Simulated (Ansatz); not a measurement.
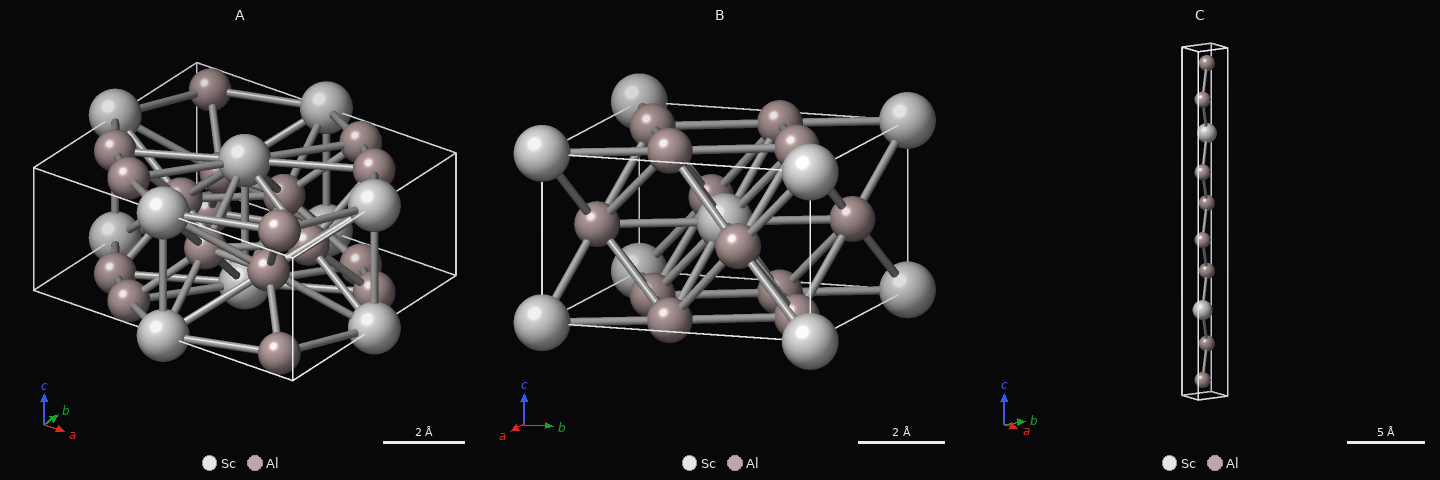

Three structures of ScAl4, each relaxed to rest (conventional cells in solid outline, small ones repeated, each panel with its own scale). Method: DFT PBE, scalar-relativistic, plane waves, PAW in Ansatz 0.2.0, without spin polarisation.

What are the structures shown?

A: 15 atoms a cell on a primitive hexagonal lattice, P6/mmm; B: 10 atoms a cell on a body-centred tetragonal lattice, I4/m; C: 10 atoms a cell on a primitive hexagonal lattice, P6_3/mmc.

Rank them by energy, lowest first.

B, then C (+153 meV/atom) and A (+202 meV/atom), energies at zero smearing.

Collect the results in a table.

| panel | structure | E − E(lowest) (meV/atom) | volume (Å³/atom) | gap (eV) |
| --- | --- | --- | --- | --- |
| B | I4/m | 0 | 17.7 | metal |
| C | P6_3/mmc | 153 | 18.2 | metal |
| A | P6/mmm | 202 | 20.8 | metal |

Some of these may be structure types tried for this composition rather than known phases, and the most stable form need not be among them. Gaps are taken on the k-mesh or band path of each run.
